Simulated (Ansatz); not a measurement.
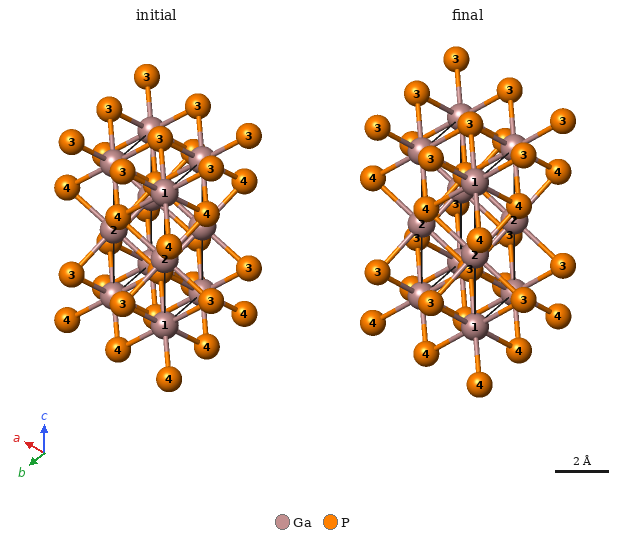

The structure of solid GaP (built on the NiAs type) before (left) and after (right) a relaxation, at one scale.

The picture is a ball-and-stick view of the cell of the calculation, seen from a free direction.

Computed with Ansatz, DFT, PBEsol, plane waves, PAW. Set-up: plane-wave cutoff 420 eV; k-point mesh 9 × 9 × 4; occupations fermi dirac; smearing width 0.03 eV; no spin polarisation; cell and atoms relaxed; force threshold 0.01 eV/Å; at most 120 steps.

> Summarise the run.

The atoms keep their places relative to the cell (all moves are under 0.005 Å). The drawn cell changes as follows: a = b 3.403 → 3.562 Å (+4.6 %), c 5.547 → 6.052 Å (+9.1 %); the volume changes by +19.5 %. Among the contacts that change: Ga1–P3 2.405 → 2.553 Å. Bond angles that change, for instance: Ga1–P3–Ga2 70.4° → 72.7°. The space group stays P6_3/mmc (No. 194). After 5 accepted moves (7 points after the start) the energy has fallen by 201 meV per atom. All forces vanish by symmetry, so only the cell relaxes. The pressure goes from 26.87 to 0.01 GPa. At 2 points the geometry stayed and the basis and grid were re-selected for the new cell (energy shift of 2.2 meV per atom at most each time).
